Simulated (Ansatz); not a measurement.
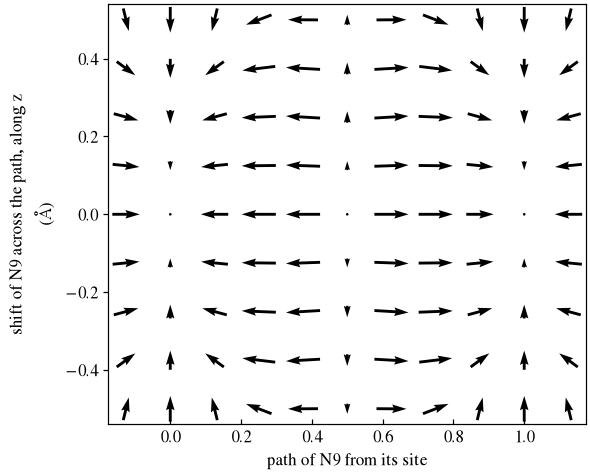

AlN (Fm-3m phase) with one N vacancy (15 atoms in the cell, cell charge +3). 
- An atom moved over a plane that holds its own site and a neighbouring vacancy (x, y and z along the cube axes).
- Coordinates scanned: (1) path of N9 from its site (0) to the vacancy (1), 2.836 Å; (2) shift of N9 across the path, along z.
- Nothing is relaxed (all other atoms held at the sites of the perfect crystal).
- The scan uses an 11 × 9 grid; 25 points were computed and 74 follow by symmetry.
- Points are written as (first, second).
- The cell is charged on a uniform background, without a charge correction.
- All numbers below come from Ansatz 0.2.0, DFT LDA, scalar-relativistic, plane waves, PAW. Settings: cutoff 420 eV, k-mesh 4×4×4, gaussian smearing 0.05 eV, no spin polarisation.

The picture shows arrows along the force (downhill), their lengths compressed.

**The arrows alone are given. Where are the wells?**

The arrows converge at (0.000, 0.000 Å) [nearest 6 Al at 2.01 Å]; (1.000, 0.000 Å) [nearest 6 Al at 2.01 Å] (read from the interpolated surface).

The energy map of the same scan:

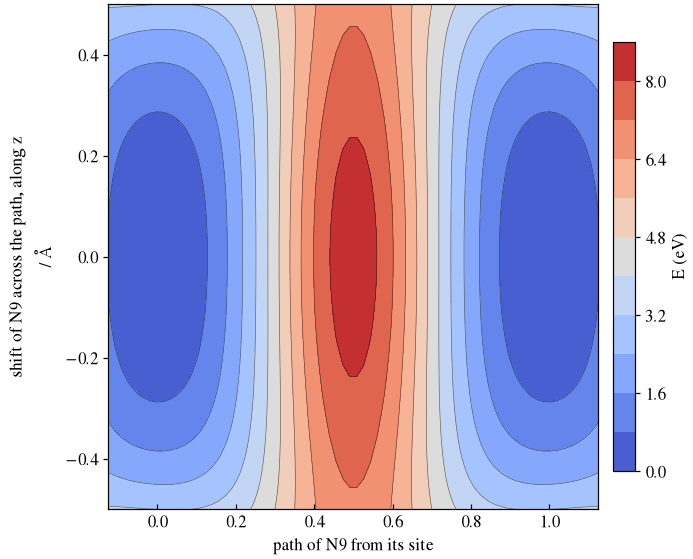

Energies are in eV, from the lowest grid point; between grid points the surface is interpolated.
